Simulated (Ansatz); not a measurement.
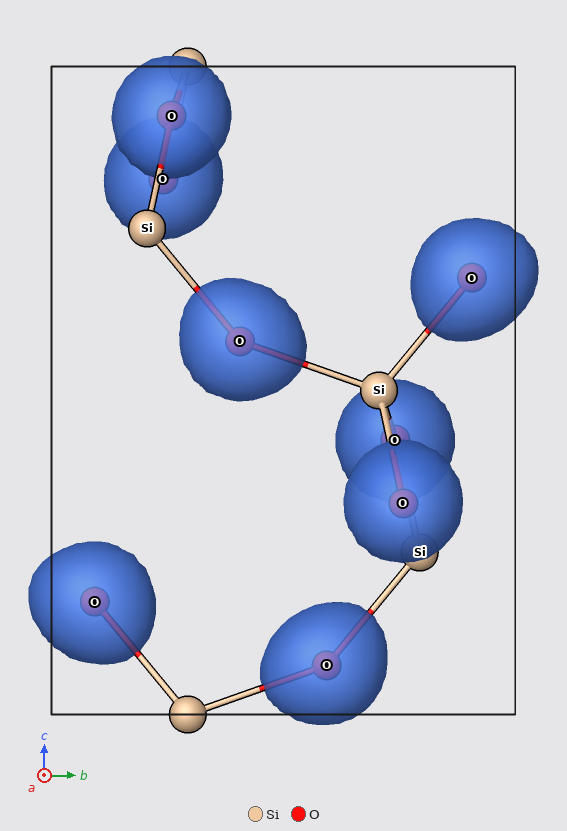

The picture shows: SiO2. Isosurface of the valence pseudo-density at 1.5 e/Å³ (blue), seen along the a axis. Sticks mark near contacts.

Space group P4₁2₁2.

All numbers below come from Ansatz 0.2.0, DFT PBE, scalar-relativistic, plane waves, PAW.

In a PAW calculation such maps are meaningful between the atoms, not at the nuclei.

Q: What does this surface tell about the bonding?

A: At this value the density breaks into separate islands; it holds about 50 % of the electrons treated as valence. It bridges none of the near contacts. It is pinched off along the shortest Si–O (1.62 Å) contacts. On the grid the lowest density along these lines, outside the cores, is 1 e/Å³ (Si–O, 1.62 Å).

Q: Does the calculation make it a metal, or give it a gap?

A: It is gapped, with a Kohn–Sham gap of 5.5 eV on the k-point mesh, an upper bound to the gap of this method.
